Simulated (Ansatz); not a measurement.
# GaAs: what the fields show

The calculation's input:

```
crystal:
  lattice:
    - [3.8132117821, 0.0, 0.0]
    - [0.0, 3.9344523519, 0.0]
    - [0.0, 0.0, 9.8900078681]
  atoms:
    - { symbol: Ga, position: [0.5, 0.5, 0.1712479224] }
    - { symbol: Ga, position: [0.5, 0.5, 0.8287520776] }
    - { symbol: Ga, position: [0.0, 0.0, 0.5] }
    - { symbol: As, position: [0.5, 0.0, 0.3269524302] }
    - { symbol: As, position: [0.0, 0.5, 0.0] }
    - { symbol: As, position: [0.5, 0.0, 0.6730475698] }
basis:
  ecutwfc: 420
kpoints:
  mp_grid: { grid: [10, 10, 4] }
hamiltonian:
  xc: pbe
scf:
  occupations: { method: gaussian, width: 0.1 }
output:
  forces: true
  stress: true
  eigenvalues: true
  write_density: true
  write_potential: true
  elf: true
  volumetric_format: npy
relax:
  adjacent_minimum: "off"
  f_tol: 0.01
  max_steps: 80
  cell: { stress_tol: 0.05 }
```

Run with:

```sh
ansatz run input.yaml --threads 1 --pin off --max-ram 2560MiB --backend cpu --events-out ev --progress --plain --runs-dir out
```

Below, planes, directions and counts refer to the conventional cell (a = 3.84 Å, b = 3.91 Å, c = 9.81 Å, α = 90.00°, β = 90.00°, γ = 90.00°).

The fields are those of the run's last geometry, not of the input's.

Space group Pmmm; a structure generated by program, which may or may not match a known phase.

All numbers below come from DFT PBE, scalar-relativistic, plane waves, PAW (Ansatz 0.2.0).

The density is the valence pseudo-density of a PAW calculation; it isn't the true density close to the nuclei.

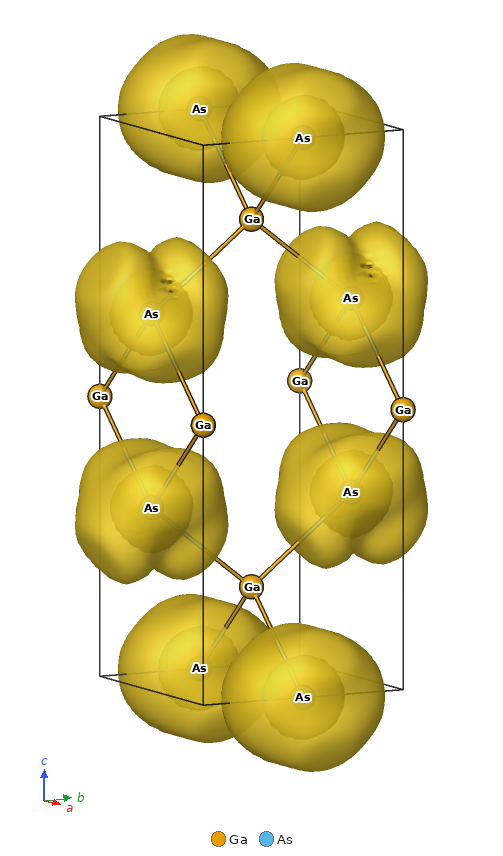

Figure 1. Isosurface of the electron localisation function at 0.6 (yellow), seen at an oblique angle. Core shells and regions of very low density are left out. Sticks mark near contacts.

> Describe the localisation domains.

The surface consists of three regions on As in which the atom's valence shell and bonds are merged, counted in one cell of 6 atoms. Any copies at cell faces, edges or corners count once.


Ga–As (2.48 Å): the ELF peaks at about 0.75 between the atoms. Ga–As (2.56 Å): the ELF is about 0.65 at the midpoint.

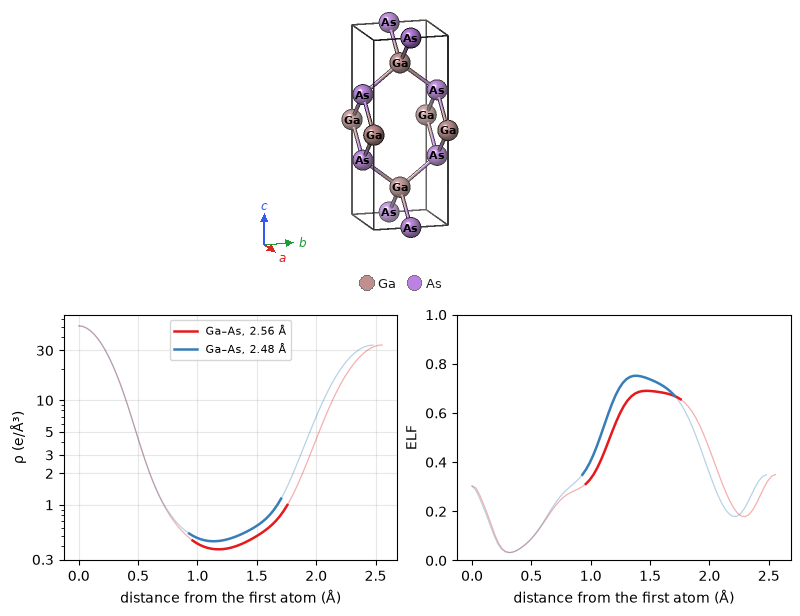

Figure 2. Valence electron density and ELF along straight lines between neighbouring atoms. Thin, pale parts lie inside the atomic spheres. The structure is drawn too.

> What can be read from the curves?

Ga–As (2.56 Å): ρ at the midpoint is about 0.39 e/Å³; the ELF is about 0.65 at the midpoint.
Ga–As (2.48 Å): ρ is about 0.46 e/Å³ halfway; the ELF peaks at about 0.75 between the atoms.

> Metal or insulator at this level of theory?

It is gapless in this calculation (a metal or semimetal).
